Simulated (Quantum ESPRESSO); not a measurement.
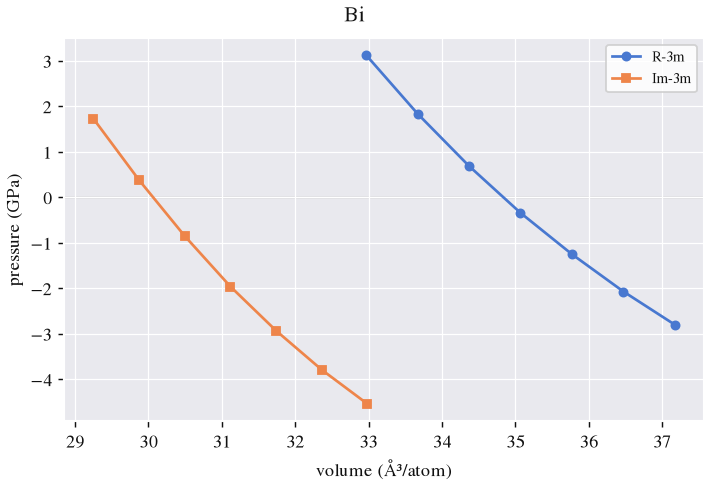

Pressure against volume, with one curve for each structure, for Bi.

Settings that differ: R-3m: k mesh 7×7×7; Im-3m: k mesh 9×9×9.

The fitted equilibrium volumes, smallest first, are Im-3m 30.080, R-3m 34.863 Å³/atom. The fitted bulk moduli, smallest first, are R-3m 49.8, Im-3m 60.7 GPa. For R-3m, the pressure falls from 3.13 GPa at volume 32.97 Å³/atom to −2.80 GPa at 37.17 Å³/atom, and changes sign near 34.84 Å³/atom. For Im-3m, the pressure falls from 1.73 GPa at volume 29.25 Å³/atom to −4.54 GPa at 32.98 Å³/atom, and changes sign near 30.06 Å³/atom.

Computed with Quantum ESPRESSO 7.5: plane-wave DFT, no spin polarisation; energies at scaled volumes of the given cell, shape and fractions fixed, counted from the fit's minimum, third-order Birch-Murnaghan fit. Level: PBEsol.

occupations Fermi–Dirac; smearing width 0.05 eV; potentials PseudoDojo 0.4.1 SR PBEsol standard; wave cutoff 898 eV; density cutoff 3592 eV.

Limits of the calculation: spin-orbit coupling left out, heavy elements; shape and atomic fractions are frozen while scaling, which makes layered, chain and framework solids too stiff.

Input of one of the runs behind the figure:
```
&CONTROL
  calculation = 'scf'
  prefix = 'pwscf'
  outdir = './tmp'
  pseudo_dir = './pseudo'
  tprnfor = .true.
  tstress = .true.
  disk_io = 'nowf'
/
&SYSTEM
  ibrav = 0
  nat = 1
  ntyp = 1
  ecutwfc = 66
  nbnd = 13
  occupations = 'smearing'
  smearing = 'fd'
  degauss = 0.00367493
/
&ELECTRONS
  conv_thr = 2d-10
  electron_maxstep = 120
  mixing_beta = 0.5
/
ATOMIC_SPECIES
Bi   208.9804 Bi.upf
CELL_PARAMETERS angstrom
  -1.9814305318    1.9814305318    1.9814305318
   1.9814305318   -1.9814305318    1.9814305318
   1.9814305318    1.9814305318   -1.9814305318
ATOMIC_POSITIONS crystal
Bi     0.0000000000    0.0000000000    0.0000000000
K_POINTS automatic
9 9 9 0 0 0
```

Launched with:
```bash
OMP_NUM_THREADS=1 pw.x -in pw.in > pw.out
```
